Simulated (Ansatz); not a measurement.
The structure in question:

```yaml
crystal:
  lattice:
    - [4.26005, 0.00000, 0.00000]
    - [0.00000, 4.26005, 0.00000]
    - [0.00000, 0.00000, 4.26005]
  atoms:
    - { symbol: Cu, position: [0.00000, 0.00000, 0.00000] }
    - { symbol: O, position: [0.50000, 0.00000, 0.00000] }
    - { symbol: Cu, position: [0.00000, 0.50000, 0.50000] }
    - { symbol: O, position: [0.50000, 0.50000, 0.50000] }
    - { symbol: Cu, position: [0.50000, 0.00000, 0.50000] }
    - { symbol: O, position: [0.00000, 0.00000, 0.50000] }
    - { symbol: Cu, position: [0.50000, 0.50000, 0.00000] }
    - { symbol: O, position: [0.00000, 0.50000, 0.00000] }
```

### Summarise the structure in words.

The structure is one of CuO. The atoms follow space group Fm-3m (No. 225); the Bravais lattice is face-centred cubic. It adopts the structure known as rock salt (NaCl type). The cell has 8 atoms, namely 4 Cu, 4 O. The polyhedra are CuO6 octahedra; they share corners and edges. The neighbours of Cu are six O in an octahedral arrangement at 2.13 Å. Each O atom is coordinated by six Cu in an octahedral arrangement at 2.13 Å. The bonds build a three-dimensional framework.

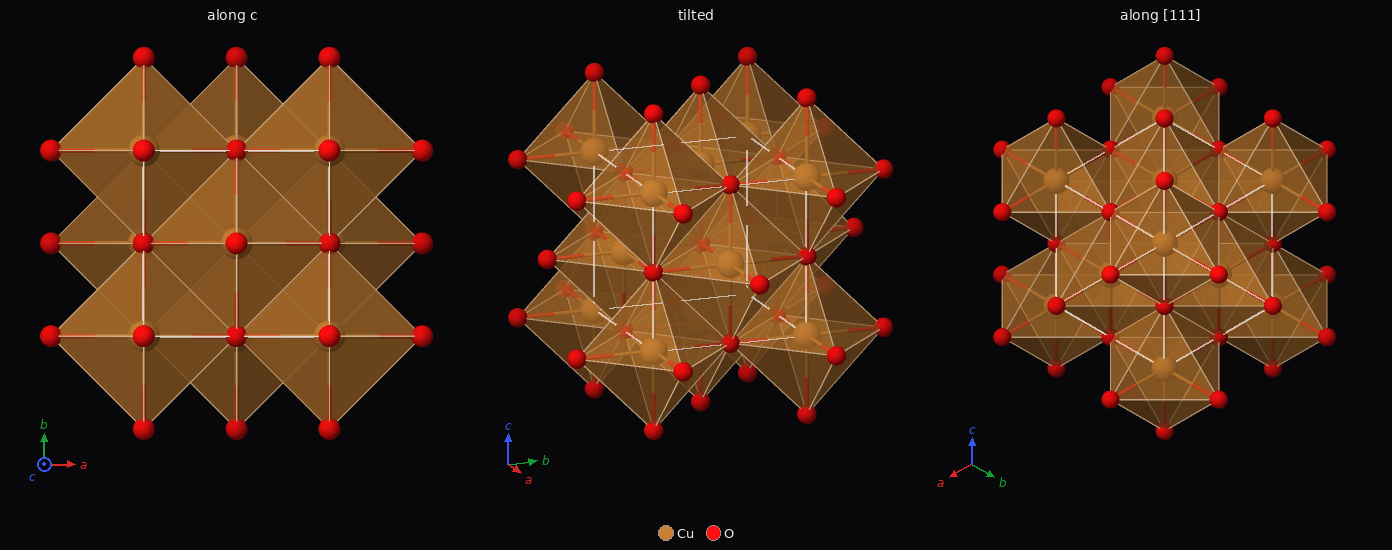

Drawn in the polyhedral manner and seen along the c axis, slightly off an axis and along [111]. One conventional unit cell is framed, with atoms on its boundary repeated. A few atoms beyond the faces are included.

Starting structure: a structure listed in the Materials Project, with elements exchanged, so it need not be a known form of the compound. The geometry was optimised with DFT PBE+U, scalar-relativistic, plane waves, PAW in Ansatz.
